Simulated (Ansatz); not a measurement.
System: OH on a slab of content C.

Structure:
```yaml
crystal:
  lattice:
    - [2.45890, 0.00000, 0.00000]
    - [-1.22950, 3.66740, 0.00000]
    - [0.00000, 0.00000, 23.96390]
  atoms:
    - { symbol: C, position: [0.79679, 0.59357, 0.35470] }
    - { symbol: C, position: [0.31560, 0.63119, 0.38376] }
    - { symbol: C, position: [0.35298, 0.70596, 0.44188] }
    - { symbol: C, position: [0.87179, 0.74357, 0.47094] }
    - { symbol: C, position: [0.91146, 0.82292, 0.52950] }
    - { symbol: C, position: [0.43147, 0.86295, 0.55789] }
    - { symbol: C, position: [0.47464, 0.94928, 0.61785] }
    - { symbol: C, position: [0.99379, 0.98759, 0.64304] }
```

Input of one of the runs behind the figure:
```
crystal:
  lattice:
    - [2.4589102516, 0.0, 0.0]
    - [-1.2294551258, 3.667449709, 0.0]
    - [0.0, 0.0, 26.8439274759]
  atoms:
    - { symbol: C, position: [0.7967867866, 0.5935735732, 0.3166451708] }
    - { symbol: C, position: [0.315595284, 0.631190568, 0.3425836617] }
    - { symbol: C, position: [0.3529778219, 0.7059556438, 0.3944732818] }
    - { symbol: C, position: [0.8717863193, 0.7435726386, 0.4204117728] }
    - { symbol: C, position: [0.9114590475, 0.8229167302, 0.4726878134] }
    - { symbol: C, position: [0.4314731978, 0.8629455113, 0.4980367479] }
    - { symbol: C, position: [0.4746415151, 0.9492814399, 0.5515595636] }
    - { symbol: C, position: [0.9937938435, 0.9875859175, 0.5740486001] }
    - { symbol: O, position: [0.7342176793, 0.9684336787, 0.6217316376], spin: 1.0 }
    - { symbol: H, position: [0.8835808767, 1.0494981805, 0.6545137259] }
basis:
  ecutwfc: 420
kpoints:
  mp_grid: { grid: [12, 8, 1] }
hamiltonian:
  xc: pbesol
scf:
  occupations: { method: gaussian, width: 0.05 }
output:
  forces: true
  eigenvalues: true
  populations: true
  write_density: true
  write_potential: true
  elf: true
  volumetric_format: npy
magnetization:
  spin_polarized: true
relax:
  adjacent_minimum: "off"
  f_tol: 0.03
  max_steps: 70
  constraints: [{ sites: [0, 1, 2, 3] }]
efield:
  axis: 3
  dipole_correction: true
  ramp_width: 0.04
```

Run as:
```bash
ansatz run input.yaml --threads 2 --pin off --max-ram 5120MiB --backend cpu --events-out ev --progress --plain --runs-dir out
```

Computed with Ansatz 0.2.0: adsorption at several starting sites on a slab cut from the named crystal, one adsorbate a surface cell, the lower planes held, the adsorption energy counts from the clean slab and the free, spin-polarised adsorbate, negative where bound, plane waves with PAW datasets, Γ-centred k mesh. Level: PBEsol, collinear spin.

| setting | value |
| --- | --- |
| crystal formula | C |
| crystal space group number | 166 |
| Miller index h | 1 |
| Miller index k | 0 |
| Miller index l | 1 |
| top plane | C |
| bottom plane | C |
| planes | 8 |
| surface cell | (1, 1) |
| slab thickness as cut | 6.96 Å |
| vacuum | 17 Å |
| surface area | 9.018 Å² |
| wave cutoff | 420 eV |
| k mesh | 12×8×1 |
| occupations | Gaussian |
| smearing width | 0.05 eV |
| boundary | dipole corrected |
| adsorbate | OH |

Sites are named by a rule of distances and placed in fractions of the cell vectors a and b; the slab's top layers relax too; key: 1 = top site at (0.99, 0.99); 2 = bridge site at (0.73, 0.97); 3 = top site at (0.47, 0.95).

Describe the result: the adsorption energy of each starting site.

The adsorbate slid sideways from no. 2 (by 0.7 Å) and no. 3 (by 1.3 Å). Among these starts the lowest is no. 1, at −6.304 eV; the next, no. 2, is 0.013 eV higher.

```
starting site  adsorption energy (eV)  height over highest slab atom (Å)  lateral move (Å)  dipole change (e Å)
        no. 1                  -6.304                              1.341              0.23                0.072
        no. 2                  -6.291                              1.335              0.69                0.074
        no. 3                  -6.291                              1.343              1.31                0.074
```

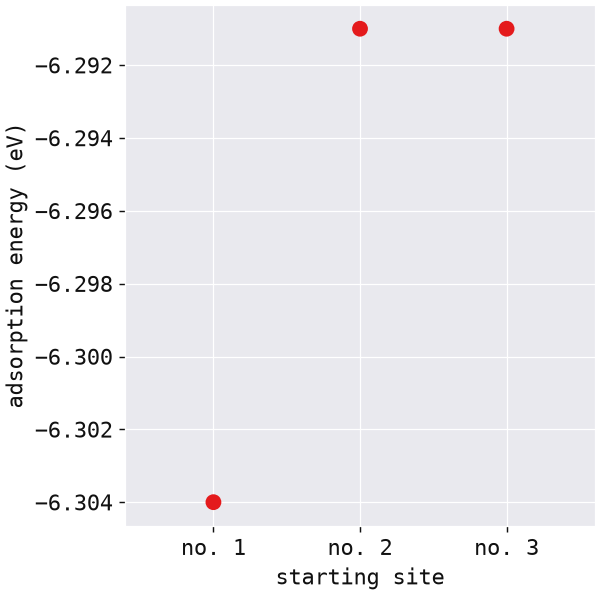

Limits of the calculation: a crossing between the sampled k points may be missed; k mesh lowers the symmetry; in this field the vacuum level falls below the Fermi level; xc potential rough in thin density.
